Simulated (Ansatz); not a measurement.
# Single-point calculation of Pt

The run: single-point calculation of Pt (I4₁/amd, 2 atoms in the cell). Method and program: DFT, PBE, PAW with Ansatz's default frozen-core files, scalar-relativistic, no spin polarisation (Ansatz 0.2.0).

It belongs to a series of runs on one base structure; here: volume scaled by 0.6, PAW files. Figures and captions count atoms from 1; the log counts them from 0 in places.

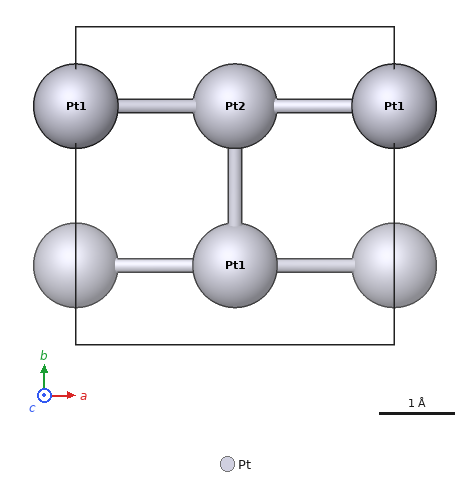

*The structure (ball-and-stick view of the cell 2 times as large as that of the calculation, set on its symmetry axes, along the c axis; atoms are numbered from 1 in the order of the input).*

**Key numbers**

| quantity | value |
| --- | --- |
| outcome | converged |
| space group (tolerance 0.01 Å) | I4₁/amd (141) |
| electrons treated | 36 |
| free energy | −25035.2988 eV |
| Fermi energy | 37.745 eV |
| pressure | 393.02 GPa |
| largest force (length of the vector) | under 0.001 eV/Å |
| hardware | 1 thread of Intel Xeon (Granite Rapids), 32 GiB of memory available, shared host |
| wall time | 5.3 s |
| peak memory | 0.44 GiB |

**Remarks**

Spin–orbit coupling is left out, which matters for Pt. The cell is under a pressure of 393 GPa at this level, so it is not at its equilibrium volume.

**Input**
```yaml
crystal:
  lattice:
    - [-2.1226212805, 2.1226212805, 1.1426294115]
    - [2.1226212805, -2.1226212805, 1.1426294115]
    - [2.1226212805, 2.1226212805, -1.1426294115]
  atoms:
    - { symbol: Pt, position: [-0.375, -0.125, -0.25] }
    - { symbol: Pt, position: [0.375, 0.125, 0.25] }
kpoints:
  mp_grid: { grid: [16, 16, 16] }
scf:
  occupations: { method: fermi_dirac, width: 0.05 }
hamiltonian:
  xc: pbe
  pseudopotentials: { kind: paw }
output:
  forces: true
  stress: true
  eigenvalues: true
  populations: true
  write_density: true
  write_potential: true
  elf: true
  volumetric_format: npy
```

Launch command:
```bash
ansatz run input.yaml --threads 1 --pin off --max-ram 2048MiB --backend cpu --events-out ev --progress --plain --runs-dir out
```

**The program's output**
```
Engine: ansatz 0.2.0, x86_64-unknown-linux-gnu
Pseudopotentials: kind: paw
Pseudopotential: Pt, paw, valence charge 18, recommended cutoff 420 eV (normal), Pt.paw.azcp
Functional definition: PBE
  parameter kappa = 0.804
  parameter beta = 0.06672455060314922
  exchange = pbe_x(kappa = kappa, mu = beta*pi^2/3)
  correlation = pbe_c(beta = beta)
Crystal: 2 atoms, lattice volume = 20.593 Å³
Basis set: ecut = 420 eV, 419 PW (Γ), exchange–correlation on 48×48×48 points (8 copies of the dense FFT grid, shifted against one another)
Bands: 22, of which v1, the nominal top of the filled ones, is band 18 counted from 1 (17 counted from 0)
Symmetry: 16 space group operations
Space group: I41/amd (ITA 141), of the structure as read, at distance tolerance 2.7e-5 Å
k-points: 349 of 4096
Non-local potential: Pt, projectors of the file, l = 0: 3, l = 1: 2, l = 2: 2, l = 3: 1
PAW form: soft (Blöchl's): semilocal exchange-correlation on the pseudo side does not see the compensation charge
PAW one-centre angular grid: Pt, 590 points (default); XC on 64 Gauss nodes
Initial density: superposition of atomic densities (neutral atoms: chi_scale 0, normalization atom), corrected by the library's trained network
Initial wavefunctions: pseudopotential atomic-orbital guess
Functional: x = pbe(κ = 0.804, μ = 0.2195149727645171), c = pbe(β = 0.06672455060314922)
SCF iter   1: F=—  HF=-25035.309193 eV  |F-HF|=—  |Δ(HF+E_count)|=         —  Δρ=1.39e-2  dr2=1.13e-2  ethr=1.77e-3  ⟨swp⟩=5.9  Hψ=34074  notcnv=0
preconditioner: auto → none  [metal: Δε(μ)=0.003 eV  Ē_g=14.020 eV  σ=0.050 eV  W_gap=0.01  n_scr=8 (ndim 8)  ℏωp=36.6 eV  f_vac=0.000  D(μ)=0.99/eV (n_scr^D=4)  sad-step TF]
SCF iter   2: F=—  HF=-25035.302119 eV  |F-HF|=—  |Δ(HF+E_count)|=   7.07e-3  Δρ=7.80e-3  dr2=3.92e-3  ethr=3.14e-5  ⟨swp⟩=1.8  Hψ=11473  notcnv=0
SCF iter   3: F=—  HF=-25035.298846 eV  |F-HF|=—  |Δ(HF+E_count)|=   3.27e-3  Δρ=4.89e-4  dr2=1.76e-5  ethr=1.09e-5  ⟨swp⟩=2.4  Hψ=11978  notcnv=0
SCF iter   4: F=—  HF=-25035.298843 eV  |F-HF|=—  |Δ(HF+E_count)|=   2.86e-6  Δρ=1.52e-4  dr2=3.10e-6  ethr=4.89e-8  ⟨swp⟩=2.1  Hψ=13267  notcnv=0
iter 5 did not close the SCF: its close was put off for the readings that it lacked (scf_convergence_deferred on its scf_iter line)
SCF iter   5: F=-25035.298842 eV  HF=-25035.298842 eV  |F-HF|=1.18e-8  |Δ(HF+E_count)|=   9.36e-7  Δρ=2.66e-5  dr2=3.42e-8  ethr=8.60e-9  ⟨swp⟩=2.6  Hψ=13062  notcnv=0
SCF iter   6: F=-25035.298842 eV  HF=-25035.298842 eV  |F-HF|=3.17e-10  |Δ(HF+E_count)|=   1.65e-8  Δρ=2.20e-6  dr2=4.73e-10  ethr=9.51e-11  ⟨swp⟩=6.7  Hψ=47396  notcnv=0
SCF 1 converged in 6 iterations: F = -25035.298842 eV  dr2 = 4.73e-10
  greatest PAW one-centre occupation: 1.000 electrons in one spin orbital (limit 2), on the Pt atom at site 1 (counted from 0), in its partial waves of l = 1
```

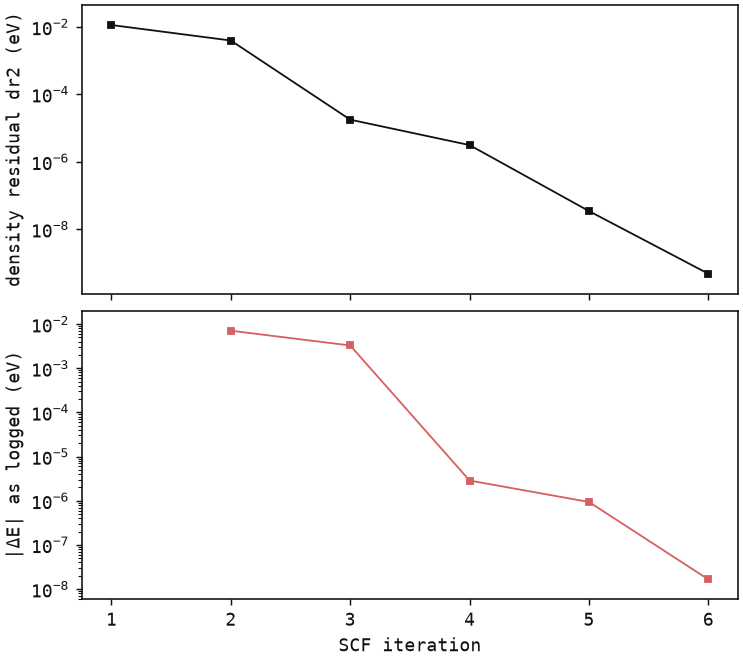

*Convergence of the self-consistent field: density residual dr2 and size of the energy change against the SCF iteration.*

The residual falls at every step.

```
SCF converged after 6 iterations
Free energy (F): -25035.298842 eV
Harris-Foulkes:  -25035.298842 eV  (|F-HF|=3.17e-10)
Internal energy: -25035.290463 eV  (E = F + TS)
E sigma→0 (E₀):  -25035.294653 eV
Entropy (-TS):   -0.008379 eV (-4.190 meV/atom)
Fermi energy:    37.744508 eV
--- Per-component energies (eV) ---
  E_band       = 169.742453
  E_kinetic    = 1339.367414
  E_local      = -2032.958862  (includes V_loc(G=0)·N_el)
  E_nonlocal   = 409.917320
  E_hartree    = 838.246887
  E_xc         = -541.921697
  E_vxc        = -630.374037  (∫ρ·V_xc dr)
  E_paw        = -18918.423672  (= ΣΔE_a)
  E_vpaw       = -592.704696  (= ΣTr[D̂ρ^β])
  E_aug_tail   = 0.000393  (compensation charges beyond the density's cutoff)
  E_ewald      = -6129.518245
  E_smearing   = -0.008379  (= −TS)
  E_closure    = -0.000000  (closes the sum)
  Σ components = -25035.298842   (vs F -25035.298842, Δ=0.00e0)
--- Forces (eV/Å), atoms counted from 1 ---
  atom   1  Pt     0.00000000    -0.00000000     0.00000000
  atom   2  Pt     0.00000000    -0.00000000     0.00000000
  max |Σ_I F_I| component: 8.33e-17 eV/Å
--- Stress (GPa, compression-positive) ---
      393.023539       0.000000      -0.000000
        0.000000     393.023539       0.000000
        0.000000      -0.000000     393.021936
  P = ⅓ Tr σ = 393.0230 GPa (3930.230 kbar)
--- Band table (eV; the first three rows and the last of 349) ---
  k-point 0: bands = ["-62.8038", "-62.2980", "-18.1713", "-18.1713", "-16.1305", "-16.1017", "-16.0502", "-16.0502", "22.9392", "24.6768", "26.5098", "27.5114", "28.4191", "34.7271", "34.7271", "34.8064", "34.8064", "38.8280", "41.1954", "43.5590", "43.5590", "54.9531"]
  k-point 1: bands = ["-62.7990", "-62.3029", "-18.1552", "-18.1548", "-16.1840", "-16.0997", "-16.0758", "-16.0186", "23.0451", "24.7646", "26.5764", "27.4805", "28.3854", "34.7378", "34.7838", "34.8600", "34.8673", "38.6914", "40.4075", "43.2262", "44.4083", "54.7663"]
  k-point 2: bands = ["-62.7846", "-62.3173", "-18.1072", "-18.1060", "-16.2851", "-16.1507", "-16.0935", "-15.9821", "23.3559", "25.0237", "26.7756", "27.3964", "28.2972", "34.7500", "34.9387", "35.0152", "35.0289", "38.2982", "39.1058", "42.3134", "45.8995", "54.2581"]
  k-point 348: bands = ["-62.5465", "-62.5465", "-18.5468", "-18.5468", "-16.1279", "-16.1279", "-15.7960", "-15.7960", "26.2440", "26.2440", "28.5381", "28.5381", "33.5064", "33.5064", "34.4905", "34.4905", "35.5448", "35.5448", "35.8040", "35.8040", "46.8879", "46.8879"]
--- Löwdin populations: 2 sites ---
  site symbol       q [e]
     0     Pt     17.8393
     1     Pt     17.8393
  spilling = 0.008929 (of n_electrons = 36.000000)
```

**File populations.tsv**
```
# site	symbol	l	j	q
# orbitals = lowdin
# n_electrons = 36.000000
# spilling = 0.008929
0	Pt	0_5S	-	1.952082
0	Pt	0_6S	-	0.975369
0	Pt	1_5P	-	5.989129
0	Pt	2_5D	-	8.922703
1	Pt	0_5S	-	1.952082
1	Pt	0_6S	-	0.975369
1	Pt	1_5P	-	5.989129
1	Pt	2_5D	-	8.922703
```

**File rho_z.tsv**
```
# z_ang	rho[e/angstrom^3]
# format = ansatz-planar-average/11
# lattice	-2.122621281	2.122621281	1.142629411
# lattice	2.122621281	-2.122621281	1.142629411
# lattice	2.122621281	2.122621281	-1.142629411
# sites	2
# site	78	-0.000000000	-1.061310640	-0.285657353
# site	78	0.000000000	1.061310640	0.285657353
0.000000	1.081498e0
0.133831	1.177935e0
0.267663	1.430883e0
0.401494	1.758745e0
0.535326	2.076599e0
0.669157	2.307931e0
0.802988	2.392764e0
0.936820	2.307931e0
1.070651	2.076599e0
1.204482	1.758745e0
1.338314	1.430883e0
1.472145	1.177935e0
1.605977	1.081498e0
1.739808	1.177935e0
1.873639	1.430883e0
2.007471	1.758745e0
2.141302	2.076599e0
2.275134	2.307931e0
2.408965	2.392764e0
2.542796	2.307931e0
2.676628	2.076599e0
2.810459	1.758745e0
2.944291	1.430883e0
3.078122	1.177935e0
```

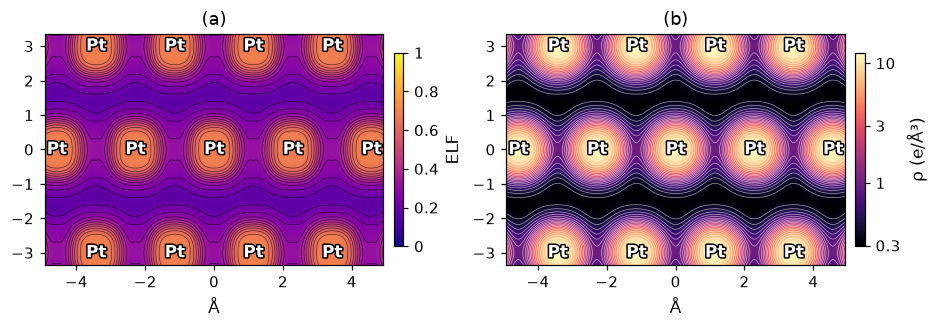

*(a) ELF; (b) valence electron density on the (110) plane of the conventional cell.*

Pt–Pt (2.29 Å): the density is about 0.96 e/Å³ at the midpoint; the ELF is about 0.30 at the midpoint; no localised pair between them. Away from the nuclei the density in this plane falls to 0.3 e/Å³ at its lowest. The strong features right at Pt lie inside the PAW spheres (semicore, d or f shells) and say nothing about bonding. Core electrons are frozen (PAW), so the fields are smoothed inside the atomic spheres.
